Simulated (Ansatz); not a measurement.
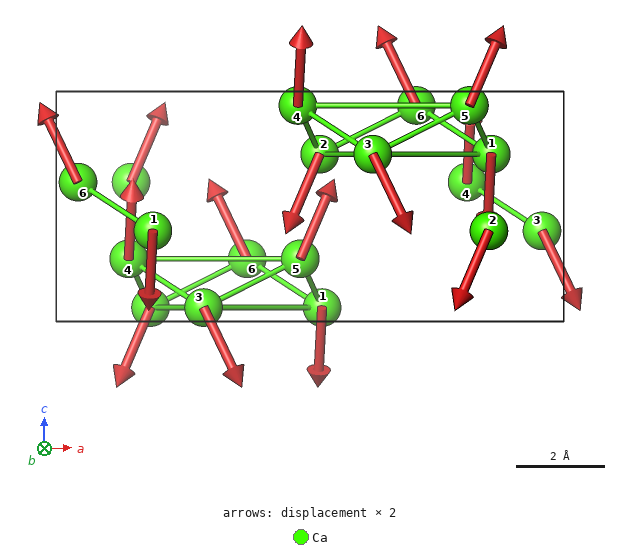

A relaxation of solid Ca (built on the S_148 type) (coarse preliminary run). The starting structure is drawn; red arrows show the displacements (the part carried along by the change of the cell is left out), magnified 2 times.

A ball-and-stick model of the conventional cell (3 times the calculation's cell), seen along the b axis. Lengths and directions refer to the drawn axes.

Case: S type (R-3, No. 148).

The calculation used Ansatz 0.2.0, DFT PBE, scalar-relativistic, plane waves, PAW.

Input file:
```yaml
crystal:
  lattice:
    - [6.6905626926, 3.8627981716, 1.7504216917]
    - [-6.6905626926, 3.8627981716, 1.7504216917]
    - [0.0, -7.7255963431, 1.7504216917]
  atoms:
    - { symbol: Ca, position: [0.5845, 0.351, 0.2465] }
    - { symbol: Ca, position: [0.2465, 0.5845, 0.351] }
    - { symbol: Ca, position: [0.351, 0.2465, 0.5845] }
    - { symbol: Ca, position: [0.4155, 0.649, 0.7535] }
    - { symbol: Ca, position: [0.7535, 0.4155, 0.649] }
    - { symbol: Ca, position: [0.649, 0.7535, 0.4155] }
basis:
  ecutwfc: 420
kpoints:
  mp_grid: { grid: [6, 6, 6] }
hamiltonian:
  xc: pbe
scf:
  occupations: { method: gaussian, width: 0.1 }
  lower_state_search: "off"
output:
  forces: true
  stress: true
  eigenvalues: true
relax:
  adjacent_minimum: "off"
  f_tol: 0.04
  max_steps: 70
  cell: { stress_tol: 0.4 }
```

**What happened in the run?**

After 8 accepted moves (9 points after the start) the energy has fallen by 1510 meV per atom. The largest force component goes from 2.8 to 0.0081 eV/Å. Pressure: 2.90 GPa at the start and 0.10 GPa at the end. The SCF was repeated once at an unchanged geometry on a basis and grid sized afresh for the cell, which shifted the energy by 1.9 meV per atom at most. The largest moves relative to the cell, 1.04 Å, are those of Ca1, Ca2, Ca3, Ca4, Ca5 and Ca6. Ca5 goes along [1 1 3]. The volume changes by −5.7 %, with a = b 13.381 → 11.789 Å (−11.9 %), c 5.251 → 6.379 Å (+21.5 %). Some distances before and after: Ca1–Ca4 5.359 → 3.871 Å, Ca1–Ca5 2.569 → 3.869 Å, Ca1–Ca5 (another image) 4.742 → 3.869 Å, Ca1–Ca2 4.280 → 3.688 Å. New bonds form: Ca1–Ca4 (5.36 → 3.87 Å), Ca2–Ca5 (5.36 → 3.87 Å), Ca3–Ca6 (5.36 → 3.87 Å). Among the angles between lasting bonds that change: Ca5–Ca1–Ca6 102.6° → 58.7°. The space group (tolerance 0.01 Å) goes from R-3 (No. 148) to R-3c (No. 167).
